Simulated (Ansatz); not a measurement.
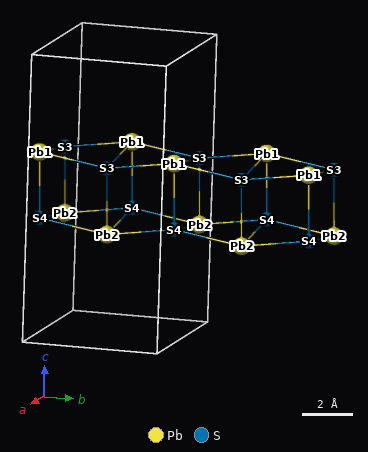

A crystal of PbS (set up in C2/m), before the relaxation. The picture is a ball-and-stick view of the conventional cell (2 times the calculation's cell), repeated 1 × 2 × 1 with one cell outlined, seen slightly off an axis. Lengths and directions refer to the drawn axes.

Computed with Ansatz 0.2.0, DFT PBE+D3(BJ), scalar-relativistic, plane waves, PAW.

Input file:
```yaml
crystal:
  lattice:
    - [2.9405, -2.9, 0.0]
    - [2.9405, 2.9, 0.0]
    - [-1.08005, 0.0, 11.70929]
  atoms:
    - { symbol: Pb, position: [0.7756, 0.7756, 0.63638] }
    - { symbol: Pb, position: [0.2244, 0.2244, 0.36362] }
    - { symbol: S, position: [0.2684, 0.2684, 0.5986] }
    - { symbol: S, position: [0.7316, 0.7316, 0.4014] }
basis:
  ecutwfc: 420
kpoints:
  mp_grid: { grid: [8, 8, 4] }
hamiltonian:
  xc: pbe
  dispersion: d3bj
scf:
  occupations: { method: gaussian, width: 0.02 }
output:
  forces: true
  stress: true
  eigenvalues: true
  write_density: true
  write_potential: true
  elf: true
  volumetric_format: npy
relax:
  adjacent_minimum: "off"
  f_tol: 0.005
  max_steps: 80
  cell: { stress_tol: 0.05 }
```

Run as
```bash
ansatz run input.yaml --threads 1 --pin off --max-ram 2560MiB --backend cpu --events-out ev --progress --plain --runs-dir out
```

> Predict the outcome.

The largest moves relative to the cell, 0.91 Å, are those of S3 and S4. S4 goes roughly along −c. Largest moves by element: S 0.91 Å, Pb 0.69 Å. Cell: a 5.881 → 5.929 Å (+0.8 %), b 5.800 → 5.929 Å (+2.2 %), c 11.759 → 5.950 Å (−49.4 %), β 95.3° → 90.0°. Volume −47.6 %. Some distances before and after: Pb1–S4 9.023 → 2.977 Å, Pb1–S4 (another image) 2.751 → 2.973 Å, Pb1–S3 2.934 → 2.965 Å, Pb1–S3 (another image) 2.975 → 2.965 Å. New bonds form: Pb1–S4 (9.02 → 2.98 Å), Pb2–S3 (9.02 → 2.98 Å). Bond angles that change, for instance: Pb2–S4–Pb2 162.7° → 180.0°, S4–Pb2–S4 162.9° → 180.0°, Pb1–S4–Pb2 98.7° → 90.0°. The space group (tolerance 0.01 Å) goes from C2/m (No. 12) to I4/mmm (No. 139). Over 22 accepted moves (25 points after the start) the energy falls by 187 meV per atom. Largest force component: 0.47 eV/Å at the start, 0.0019 eV/Å at the end. Pressure: −0.36 GPa at the start and −0.01 GPa at the end. The line search rejected the trial steps at points 11, 21 of the run. The SCF was repeated once at an unchanged geometry on a basis and grid sized afresh for the cell, which shifted the energy by 0.3 meV per atom at most.

Step by step:

```
step  E − E(0), meV/atom  largest force component, eV/Å  pressure, GPa  volume, Å³/atom                      note
   0                0.00                         0.4691          -0.36           49.925                          
   1              -15.00                         0.3407           0.88           50.735                          
   2              -20.14                         0.0288          -0.01           51.285                          
   3              -20.32                         0.0124          -0.03           51.214                          
   4              -21.08                         0.0040          -0.02           49.930                          
   5              -21.28                         0.0088          -0.04           49.623                          
   6              -22.41                         0.0451          -0.05           47.549                          
   7              -24.59                         0.1110           0.05           45.002                          
   8              -27.22                         0.2192           0.23           42.473                          
   9              -32.99                         0.2346           0.24           39.938                          
  10              -38.64                         0.3820           0.53           37.357                          
  11              -21.47                         0.5723          -1.84           37.347                  rejected
  12              -47.04                         0.0130          -0.32           36.601                          
  13              -53.64                         0.1024          -0.13           35.301                          
  14              -58.46                         0.0792          -0.22           34.506                          
  15              -78.52                         0.2420           0.02           31.875                          
  16              -98.58                         0.6077           0.95           29.284                          
  17             -130.33                         0.4622           0.85           27.388                          
  18             -150.17                         0.3908           1.67           25.710                          
  19             -170.19                         0.1921           1.29           25.667                          
  20             -183.41                         0.0844           0.12           26.228                          
  21             -180.58                         0.0598           0.33           26.015                  rejected
  22             -186.86                         0.0260          -0.09           26.197                          
  23             -187.12                         0.0074           0.10           26.104                          
  24             -187.14                         0.0019           0.00           26.147                          
  25             -186.84                         0.0019          -0.01           26.147  same geometry, new basis
```

The end point in the same view:

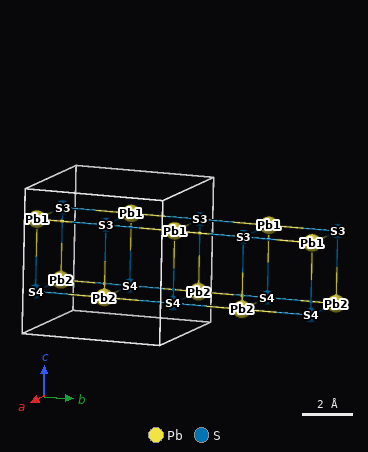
